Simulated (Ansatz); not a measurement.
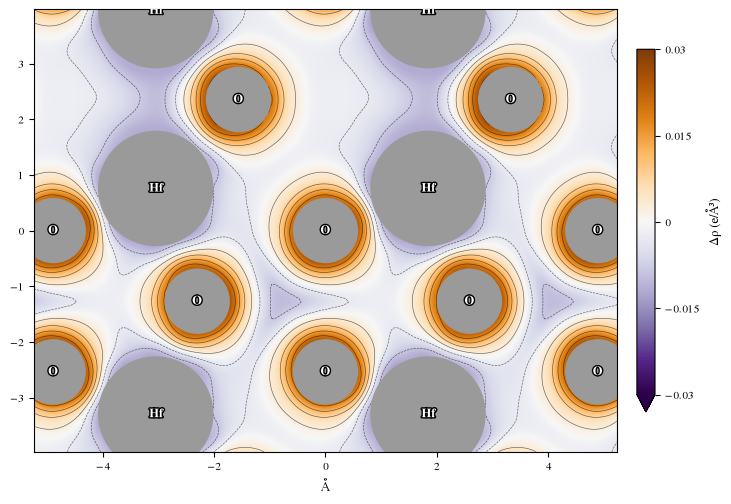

HfO₂: difference of two self-consistent densities at the same geometry, ρ(r2SCAN) − ρ(PBE), on the (110) plane of the conventional cell. Grey discs cover the cores, where the PAW densities can't be compared. Cores are masked to 1.0 Å (Hf) and 0.6 Å (O).

Space group P2_12_12. This isn't the usual form at ambient conditions. The cell comes from a database of computed structures, not from a measurement.

Both runs: Ansatz, scalar-relativistic, plane waves and PAW, same cutoff, k-points and PAW files (made with PBE).

```cif
data_structure
_symmetry_space_group_name_H-M 'P 1'
_symmetry_Int_Tables_number 1
_cell_length_a 5.0803
_cell_length_b 5.1649
_cell_length_c 4.8909
_cell_angle_alpha 90.000
_cell_angle_beta 90.000
_cell_angle_gamma 90.000
_cell_volume 128.33
loop_
_atom_site_label
_atom_site_type_symbol
_atom_site_fract_x
_atom_site_fract_y
_atom_site_fract_z
_atom_site_occupancy
Hf1 Hf 0.27741 0.28180 0.72793 1
Hf2 Hf 0.77741 0.21820 0.27207 1
Hf3 Hf 0.72259 0.71820 0.72793 1
Hf4 Hf 0.22259 0.78180 0.27207 1
O1 O 0.50000 0.50000 0.42438 1
O2 O 0.00000 0.00000 0.57562 1
O3 O 0.50000 0.00000 0.51095 1
O4 O 0.00000 0.50000 0.48905 1
O5 O 0.31318 0.66365 0.89547 1
O6 O 0.81318 0.83635 0.10453 1
O7 O 0.68682 0.33635 0.89547 1
O8 O 0.18682 0.16365 0.10453 1
```

Question: How does the change of level move the electrons?

Answer: Against PBE, and outside the masked cores, the largest gain lies at the edge of the masked core of O, and the largest loss lies at the edge of the masked core of Hf.
Bader charges are Hf +2.63 and O −1.32 e with PBE and Hf +2.72 and O −1.36 e with r2SCAN.
At this volume the pressure is 10 GPa with PBE and 4 GPa with r2SCAN.
The gap on the mesh is 3.86 eV with PBE and 4.38 eV with r2SCAN.

Run times: 2.2 min (r2SCAN) and 2.1 min (base cell), on 2 threads of Intel(R) Xeon(R) Platinum 8259CL CPU @ 2.50GHz (Skylake/Cascade Lake), on a shared host.
